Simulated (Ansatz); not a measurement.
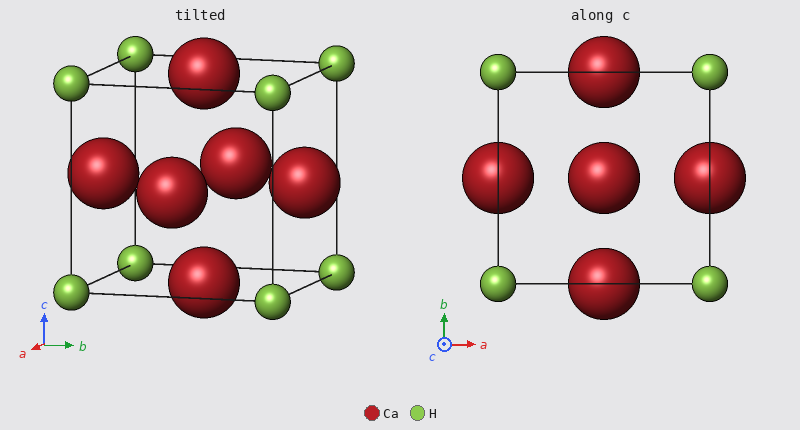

View slightly off an axis and along the c axis, drawn as a spheres-only model. The edges of the conventional unit cell are marked. Cell: a = 5.16 Å, b = 5.16 Å, c = 5.16 Å, α = 90.00°, β = 90.00°, γ = 90.00°.

Provenance: a structure type filled with these elements by a generator (whether the compound takes this form wasn't checked). Earlier steps of the study may have refined or changed the cell and positions. It was run through Ansatz as a DFT input.

Question: In words:

Answer: Chemical formula Ca$_{3}$H. It is primitive cubic, space group Pm-3m (No. 221). The prototype is Cu₃Au (L1₂) type. One cell contains 3 Ca, 1 H, 4 atoms in all.

Setup: DFT PBE, scalar-relativistic, plane waves, PAW in Ansatz; plane-wave cutoff 420 eV, Brillouin-zone sampling on a 10×10×10 mesh, Gaussian smearing of 0.1 eV, no spin polarisation.

Question: Classify it as metallic or gapped, with the value.

Answer: A metal: bands cross the Fermi level.

Question: How charged are the atoms, by the Bader scheme?

Answer: Ca +0.25 e; H -0.75 e.

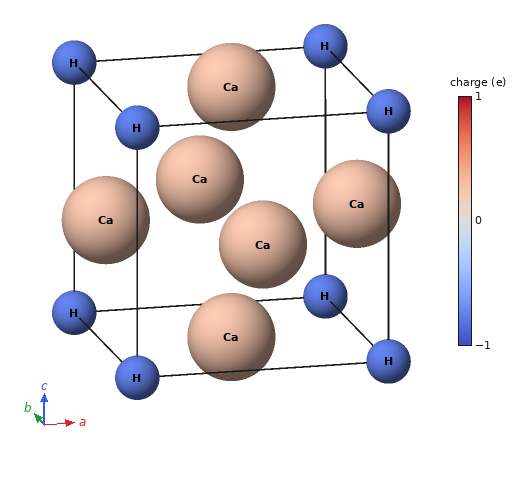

The atoms coloured by those charges. The run's cell of 4 atoms is drawn.

Question: Are forces and stress small enough to call this relaxed?

Answer: Yes. All forces vanish to within 0.01 eV/Å. The pressure is 0.0 GPa, close to zero.
